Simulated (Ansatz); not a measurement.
System: Mo (slab).

The calculation's input:

```
crystal:
  lattice:
    - [2.737022507, 0.0, 0.0]
    - [0.0, 4.4695390378, 0.0]
    - [0.0, 0.0, 20.1609791332]
  atoms:
    - { symbol: Mo, position: [0.3333333333, 0.5, 0.3720057419] }
    - { symbol: Mo, position: [0.6666666667, 0.0, 0.436002871] }
    - { symbol: Mo, position: [0.0, 0.5, 0.5] }
    - { symbol: Mo, position: [0.3333333333, 0.0, 0.563997129] }
    - { symbol: Mo, position: [0.6666666667, 0.5, 0.6279942581] }
basis:
  ecutwfc: 420
kpoints:
  mp_grid: { grid: [13, 8, 1] }
hamiltonian:
  xc: pbe
scf:
  occupations: { method: gaussian, width: 0.1 }
output:
  forces: true
  stress: true
  eigenvalues: true
  write_density: true
  write_potential: true
  elf: true
  volumetric_format: npy
efield:
  axis: 3
  dipole_correction: true
```

Command:

```sh
ansatz run input.yaml --threads 1 --pin off --max-ram 2560MiB --backend cpu --events-out ev --progress --plain --runs-dir out
```

Not relaxed (largest force 1.6 eV/Å); computed without spin polarisation.

Method: DFT PBE, scalar-relativistic, plane waves, PAW (Ansatz).

Question: What will maps of the valence pseudo-density and electron localisation function show?

Answer: Mo–Mo (2.74 Å): ρ is about 0.38 e/Å³ halfway; the ELF is about 0.30 at the midpoint.

Question: Metal or insulator at this level of theory?

Answer: It is metallic or semimetallic at this level of theory: no gap opens.

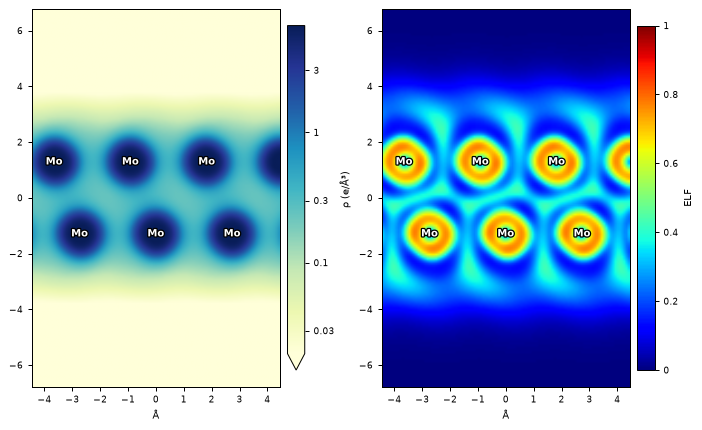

Computed valence pseudo-density and electron localisation function on the (010) plane of the calculation cell, a cut from vacuum to vacuum, in this order. 

The density is the valence pseudo-density of a PAW calculation; it isn't the true density close to the nuclei.
